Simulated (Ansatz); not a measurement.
**Al: a changed input and its effect**

System: Al (Fmmm, 1 atom in the cell).
Method of run 1: DFT r2SCAN, scalar-relativistic, plane waves, PAW, no spin polarisation (Ansatz 0.2.0).

The structure derives from a Materials Project entry. Text and figures count atoms from 1; the logs count them from 0 in places.

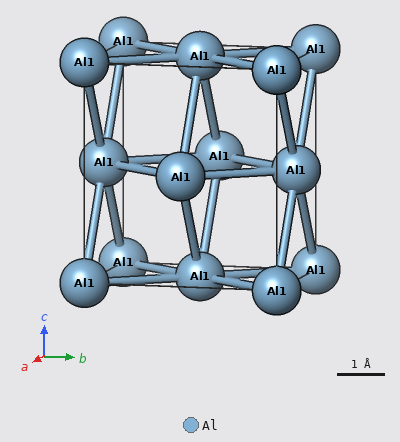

Figure 1. The structure as given in the input (ball-and-stick view of the cell 4 times as large as that of the calculation, set on its symmetry axes, seen slightly off an axis; atoms are numbered from 1 in the order of the input). An atom can appear more than once, as a periodic image. Near neighbours in the periodic cell (some may lie outside the picture): Al has 8 Al at 2.66 to 2.87 Å.

**Input file, run 1**
```yaml
crystal:
  lattice:
    - [-1.5046853432, 1.5046853432, 1.5943685756]
    - [1.5046853432, -1.5046853432, 1.5943685756]
    - [1.684051808, 1.684051808, -1.5943685756]
  atoms:
    - { symbol: Al, position: [0.0, 0.0, 0.0] }
basis:
  ecutwfc: 500
kpoints:
  mp_grid: { grid: [26, 26, 26] }
hamiltonian:
  xc: r2scan
scf:
  occupations: { method: gaussian, width: 0.15 }
output:
  forces: true
  stress: true
  eigenvalues: true
```

Command:
```bash
ansatz run input.yaml --threads 1 --pin off --max-ram 2560MiB --backend cpu --events-out ev --progress --plain --runs-dir out
```

Hardware: 1 thread of Arm Neoverse V1, 24 GiB of memory available, shared host.

**Output, shortened to warnings, some set-up lines, iterations and results (run 1)**
```
Basis set: ecut = 500 eV, 399 PW (Γ), exchange–correlation on 80×80×96 points (64 copies of the dense FFT grid, shifted against one another)
Symmetry: 8 space group operations
k-points: 2471 of 17576
Initial density: superposition of atomic densities (neutral atoms: chi_scale 0, normalization atom), corrected by the library's trained network
[...]
SCF iter   1: F=—  HF=-540.257311 eV  |F-HF|=—  |Δ(HF+E_count)|=         —  Δρ=3.98e-3  dr2=2.87e-3  dr2_τ=4.44e-3  ethr=1.77e-3  ⟨swp⟩=4.6  Hψ=129679  notcnv=0
SCF iter   2: F=—  HF=-540.263993 eV  |F-HF|=—  |Δ(HF+E_count)|=   6.68e-3  Δρ=2.73e-3  dr2=1.34e-3  dr2_τ=2.84e-6  ethr=9.58e-5  ⟨swp⟩=2.1  Hψ=38509  notcnv=0  defer=47
SCF iter   3: F=—  HF=-540.263784 eV  |F-HF|=—  |Δ(HF+E_count)|=   2.09e-4  Δρ=1.48e-3  dr2=3.83e-4  dr2_τ=4.93e-7  ethr=4.46e-5  ⟨swp⟩=1.0  Hψ=13858  notcnv=0  defer=47
SCF iter   4: F=—  HF=-540.263730 eV  |F-HF|=—  |Δ(HF+E_count)|=   5.38e-5  Δρ=5.64e-4  dr2=5.45e-5  dr2_τ=4.39e-8  ethr=1.28e-5  ⟨swp⟩=1.0  Hψ=13858  notcnv=0  defer=47
SCF iter   5: F=—  HF=-540.263724 eV  |F-HF|=—  |Δ(HF+E_count)|=   6.76e-6  Δρ=1.17e-4  dr2=2.29e-6  dr2_τ=1.64e-9  ethr=1.82e-6  ⟨swp⟩=1.0  Hψ=13858  notcnv=0  defer=47
SCF iter   6: F=-540.263724 eV  HF=-540.263724 eV  |F-HF|=2.80e-9  |Δ(HF+E_count)|=   2.07e-7  Δρ=1.61e-5  dr2=4.26e-8  dr2_τ=3.98e-11  ethr=3.33e-9  ⟨swp⟩=4.5  Hψ=57822  …
SCF 1 converged in 6 iterations: F = -540.263724 eV  dr2 = 4.26e-8
SCF converged after 6 iterations
Free energy (F): -540.263724 eV
Harris-Foulkes:  -540.263724 eV  (|F-HF|=2.80e-9)
Internal energy: -540.259761 eV  (E = F + TS)
E sigma→0 (E₀):  -540.261742 eV
Entropy (-TS):   -0.003963 eV (-3.963 meV/atom)
Fermi energy:    8.200110 eV
--- Per-component energies (eV) ---
  E_band       = 10.289334
  E_kinetic    = 23.285206
  E_local      = 10.468408  (includes V_loc(G=0)·N_el)
  E_nonlocal   = 9.808946
  E_hartree    = 0.106589
  E_xc         = -36.811802
  E_vxc        = -31.308451  (∫ρ·V_xc dr)
  E_paw        = -473.121817  (= ΣΔE_a)
  E_vpaw       = -3.426844  (= ΣTr[D̂ρ^β])
  E_aug_tail   = -0.000001  (compensation charges beyond the density's cutoff)
  E_vtau       = 1.248886  (kinetic-family band-sum trace: ∫τ·v_τ [+ j·A + Jᵃ·Aᵃ] dr)
  E_ewald      = -73.935182
  E_core_change = -0.060108  (= ΣΔE_core)
  E_smearing   = -0.003963  (= −TS)
  E_closure    = 0.000000  (closes the sum)
  Σ components = -540.263724   (vs F -540.263724, Δ=0.00e0)
--- Forces (eV/Å), atoms counted from 1 ---
  atom   1  Al    -0.00000000     0.00000000    -0.00000000
  max |Σ_I F_I| component: 3.85e-33 eV/Å
--- Stress (GPa, compression-positive) ---
        1.459535      -6.462149      -0.000000
       -6.462149       1.459535       0.000000
       -0.000000       0.000000       1.563568
  P = ⅓ Tr σ = 1.4942 GPa (14.942 kbar)
```

For run 2 the input was changed thus:
```diff
-    - [-1.5046853432, 1.5046853432, 1.5943685756]
-    - [1.5046853432, -1.5046853432, 1.5943685756]
-    - [1.684051808, 1.684051808, -1.5943685756]
+    - [-1.7139462188, 1.7139462188, 1.5943685756]
+    - [1.7139462188, -1.7139462188, 1.5943685756]
+    - [1.4747909324, 1.4747909324, -1.5943685756]
```

What does this change do to the results?

With the same functional and potentials, run 2 lies 30.0 meV per atom higher. The pressure goes from 1.49 to 2.72 GPa. The volume per atom goes from 16.16 to 16.12 Å³. The number of SCF iterations is the same.

**Output, shortened to warnings, some set-up lines, iterations and results (run 2)**
```
Basis set: ecut = 500 eV, 399 PW (Γ), exchange–correlation on 96×96×80 points (64 copies of the dense FFT grid, shifted against one another)
Symmetry: 8 space group operations
k-points: 2471 of 17576
Initial density: superposition of atomic densities (neutral atoms: chi_scale 0, normalization atom), corrected by the library's trained network
[...]
SCF iter   1: F=—  HF=-540.227231 eV  |F-HF|=—  |Δ(HF+E_count)|=         —  Δρ=3.94e-3  dr2=2.83e-3  dr2_τ=4.57e-3  ethr=1.77e-3  ⟨swp⟩=4.6  Hψ=130750  notcnv=0
SCF iter   2: F=—  HF=-540.233960 eV  |F-HF|=—  |Δ(HF+E_count)|=   6.73e-3  Δρ=2.71e-3  dr2=1.32e-3  dr2_τ=2.90e-6  ethr=9.42e-5  ⟨swp⟩=2.1  Hψ=38506  notcnv=0  defer=51
SCF iter   3: F=—  HF=-540.233756 eV  |F-HF|=—  |Δ(HF+E_count)|=   2.04e-4  Δρ=1.50e-3  dr2=3.99e-4  dr2_τ=5.14e-7  ethr=4.40e-5  ⟨swp⟩=1.0  Hψ=13948  notcnv=0  defer=51
SCF iter   4: F=—  HF=-540.233698 eV  |F-HF|=—  |Δ(HF+E_count)|=   5.82e-5  Δρ=5.85e-4  dr2=5.94e-5  dr2_τ=4.83e-8  ethr=1.33e-5  ⟨swp⟩=1.0  Hψ=13856  notcnv=0  defer=51
SCF iter   5: F=—  HF=-540.233690 eV  |F-HF|=—  |Δ(HF+E_count)|=   8.00e-6  Δρ=1.22e-4  dr2=2.51e-6  dr2_τ=1.89e-9  ethr=1.98e-6  ⟨swp⟩=1.0  Hψ=13856  notcnv=0  defer=51
SCF iter   6: F=-540.233690 eV  HF=-540.233690 eV  |F-HF|=4.17e-9  |Δ(HF+E_count)|=   2.44e-7  Δρ=1.90e-5  dr2=6.02e-8  dr2_τ=6.32e-11  ethr=3.33e-9  ⟨swp⟩=4.5  Hψ=57619  …
SCF 1 converged in 6 iterations: F = -540.233690 eV  dr2 = 6.02e-8
SCF converged after 6 iterations
Free energy (F): -540.233690 eV
Harris-Foulkes:  -540.233690 eV  (|F-HF|=4.17e-9)
Internal energy: -540.229627 eV  (E = F + TS)
E sigma→0 (E₀):  -540.231658 eV
Entropy (-TS):   -0.004063 eV (-4.063 meV/atom)
Fermi energy:    8.207804 eV
--- Per-component energies (eV) ---
  E_band       = 10.316830
  E_kinetic    = 23.378253
  E_local      = 10.363479  (includes V_loc(G=0)·N_el)
  E_nonlocal   = 9.877640
  E_hartree    = 0.125196
  E_xc         = -36.841982
  E_vxc        = -31.352083  (∫ρ·V_xc dr)
  E_paw        = -473.151155  (= ΣΔE_a)
  E_vpaw       = -3.454636  (= ΣTr[D̂ρ^β])
  E_aug_tail   = -0.000001  (compensation charges beyond the density's cutoff)
  E_vtau       = 1.253792  (kinetic-family band-sum trace: ∫τ·v_τ [+ j·A + Jᵃ·Aᵃ] dr)
  E_ewald      = -73.920949
  E_core_change = -0.060108  (= ΣΔE_core)
  E_smearing   = -0.004063  (= −TS)
  E_closure    = 0.000000  (closes the sum)
  Σ components = -540.233690   (vs F -540.233690, Δ=0.00e0)
--- Forces (eV/Å), atoms counted from 1 ---
  atom   1  Al     0.00000000     0.00000000     0.00000000
  max |Σ_I F_I| component: 3.85e-34 eV/Å
--- Stress (GPa, compression-positive) ---
        2.634441       9.022023       0.000000
        9.022023       2.634441       0.000000
        0.000000       0.000000       2.883720
  P = ⅓ Tr σ = 2.7175 GPa (27.175 kbar)
```

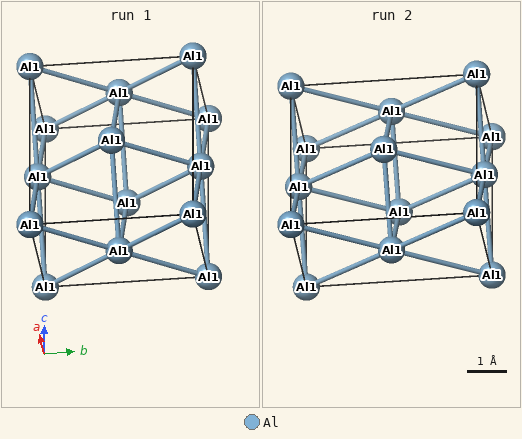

Figure 2. The two input geometries at one scale (ball-and-stick view of the cell 4 times as large as that of the calculation, set on its symmetry axes, seen at an oblique angle). No atom moves by more than 0.005 Å relative to the cell. The drawn cell changes as follows: a stays at 3.189 Å, b 4.256 → 4.848 Å (+13.9 %), c 4.763 → 4.171 Å (−12.4 %); the volume changes by −0.2 %. Among the contacts that change: Al1–Al1 2.659 → 2.901 Å.

**The two runs side by side**

| quantity | run 1 | run 2 |
| --- | --- | --- |
| outcome | converged | converged |
| free energy per atom (eV) | −540.2637 | −540.2337 |
| energy per atom, smearing taken to zero (eV) | −540.2617 | −540.2317 |
| gap on the mesh (eV) | 0.00 | 0.00 |
| pressure (GPa) | 1.49 | 2.72 |
| volume per atom (Å³) | 16.16 | 16.12 |
| largest force (eV/Å) | 0.000 | 0.000 |
| SCF iterations | 6 | 6 |
| irreducible k-points | 2471 | 2471 |
| plane waves at Γ | 399 | 399 |
| wall time (shared host) | 32 s | 31 s |
